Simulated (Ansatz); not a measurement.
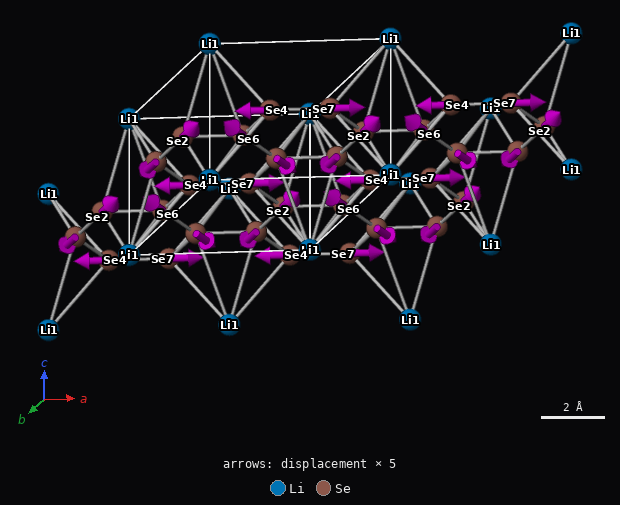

This is a relaxation of crystalline LiSe$_{6}$ (a generated structure, set up in P6/mmm) (coarse preliminary run). The starting structure is drawn; purple arrows show the displacements (the part carried along by the change of the cell is left out), 5 times their true length.

A ball-and-stick model of the cell of the calculation, repeated 2 × 2 × 1 with one cell outlined, seen from a free direction.

Level of theory: DFT PBE, scalar-relativistic, plane waves, PAW (Ansatz 0.2.0).

Input file:
```yaml
crystal:
  lattice:
    - [5.84249614, 0.0, 0.0]
    - [-2.92124807, 5.05975008, 0.0]
    - [0.0, 0.0, 4.95067308]
  atoms:
    - { symbol: Li, position: [0.0, 0.0, 0.0] }
    - { symbol: Se, position: [0.0, 0.33361241, 0.5] }
    - { symbol: Se, position: [0.66638759, 0.66638759, 0.5] }
    - { symbol: Se, position: [0.33361241, 0.0, 0.5] }
    - { symbol: Se, position: [0.0, 0.66638759, 0.5] }
    - { symbol: Se, position: [0.33361241, 0.33361241, 0.5] }
    - { symbol: Se, position: [0.66638759, 0.0, 0.5] }
basis:
  ecutwfc: 420
kpoints:
  mp_grid: { grid: [3, 3, 4] }
hamiltonian:
  xc: pbe
scf:
  occupations: { method: gaussian, width: 0.1 }
  lower_state_search: "off"
output:
  forces: true
  stress: true
  eigenvalues: true
relax:
  adjacent_minimum: "off"
  f_tol: 0.04
  max_steps: 70
  cell: { stress_tol: 0.4 }
```

Command:
```bash
ansatz run input.yaml --threads 1 --pin off --max-ram 2048MiB --backend cpu --events-out ev --progress --plain --runs-dir out
```

Q: Atoms of which element are displaced furthest, and by how much?

A: Selenium: up to 0.23 Å, against 0.00 Å for lithium.

Q: What happened in the run?

A: Over 15 accepted moves (17 points after the start) the energy falls by 4522 meV per atom. The largest force component goes from 0.29 to 0.0021 eV/Å. The pressure goes from 101.17 to 0.03 GPa. The SCF was repeated twice at an unchanged geometry on a basis and grid sized afresh for the cell, which shifted the energy by 89.7 meV per atom at most. The largest moves relative to the cell, 0.23 Å, are those of Se2, Se3, Se4, Se5, Se6 and Se7. Se3 goes along [1 1 0]. Li stays in place. The volume changes by +57.0 %, with a = b 5.842 → 8.082 Å (+38.3 %), c 4.951 → 4.063 Å (−17.9 %). Among the contacts that change: Se2–Se5 1.944 → 3.154 Å, Se2–Se6 1.949 → 2.464 Å, Li1–Se2 3.151 → 3.193 Å. Bonds break: Se2–Se5 (1.94 → 3.15 Å), Se3–Se6 (1.94 → 3.15 Å), Se4–Se7 (1.94 → 3.15 Å). The space group stays P6/mmm (No. 191). Cost: 110 s on 1 thread of Intel(R) Xeon(R) Platinum 8259CL CPU @ 2.50GHz (Skylake/Cascade Lake), with other jobs on the host, peak memory 0.57 GiB.
